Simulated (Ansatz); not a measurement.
Sn$_{3}$O$_{4}$

Input file:

```
crystal:
  lattice:
    - [7.3561194702, 0.0, 0.0074698056]
    - [0.0, 5.9658437951, 0.0]
    - [-0.0064319824, 0.0, 6.1965630367]
  atoms:
    - { symbol: Sn, position: [0.7977140074, 0.499999983, 0.2500016864] }
    - { symbol: Sn, position: [0.2022859926, 0.499999983, 0.2499983136] }
    - { symbol: Sn, position: [0.2022859926, 0.500000017, 0.7499983136] }
    - { symbol: Sn, position: [0.7977140074, 0.500000017, 0.7500016864] }
    - { symbol: Sn, position: [0.5, 0.0, 0.0] }
    - { symbol: Sn, position: [0.5, 0.0, 0.5] }
    - { symbol: O, position: [0.7185125898, 0.2759119377, 1.000001111] }
    - { symbol: O, position: [0.2814874102, 0.2759119377, 0.499998889] }
    - { symbol: O, position: [0.2814874102, 0.7240880623, -1.111e-06] }
    - { symbol: O, position: [0.7185125898, 0.7240880623, 0.500001111] }
    - { symbol: O, position: [0.2813388322, 0.2757925715, -1.1291e-06] }
    - { symbol: O, position: [0.7186611678, 0.2757925715, 0.5000011291] }
    - { symbol: O, position: [0.7186611678, 0.7242074285, 1.0000011291] }
    - { symbol: O, position: [0.2813388322, 0.7242074285, 0.4999988709] }
basis:
  ecutwfc: 420
kpoints:
  mp_grid: { grid: [6, 6, 6] }
hamiltonian:
  xc: pbe
scf:
  occupations: { method: gaussian, width: 0.1 }
output:
  forces: true
  stress: true
  eigenvalues: true
  write_density: true
  write_potential: true
  elf: true
  volumetric_format: npy
relax:
  adjacent_minimum: "off"
  f_tol: 0.01
  max_steps: 30
  cell: { stress_tol: 0.1, fix: [volume] }
```

Command:

```sh
ansatz run input.yaml --threads 4 --pin off --max-ram 10240MiB --backend cpu --events-out ev --progress --plain --runs-dir out
```

The fields are those of the run's last geometry, not of the input's.

Space group Pmmm; a structure from a database of computed crystals, not necessarily the ambient phase; changed on purpose from its base cell (volume × 1.06, shape and atoms relaxed); computed pressure about −4 GPa in this cell.

The calculation used DFT PBE, scalar-relativistic, plane waves, PAW in Ansatz.

**Predict the valence pseudo-density and electron localisation function between the atoms.**

Sn–O (2.31 Å): the density is about 0.39 e/Å³ at the midpoint; the ELF peaks at about 0.80 in the valence shell of O, 0.6 Å from its nucleus, and drops to about 0.20 between the two atoms; no shared electron pair shows on this line.

**Does the calculation give a band gap?**

It is gapless in this calculation (a metal or semimetal).

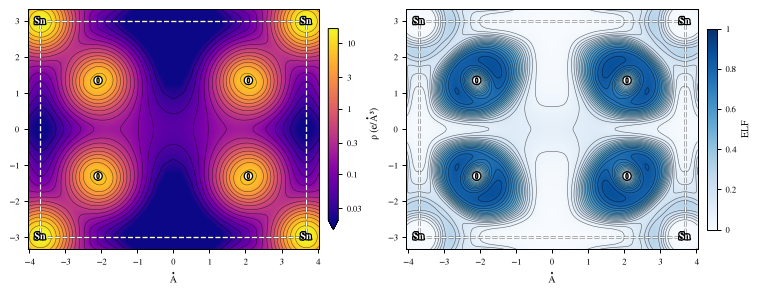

Computed valence pseudo-density and electron localisation function on the (001) plane of the calculation cell, in this order. 
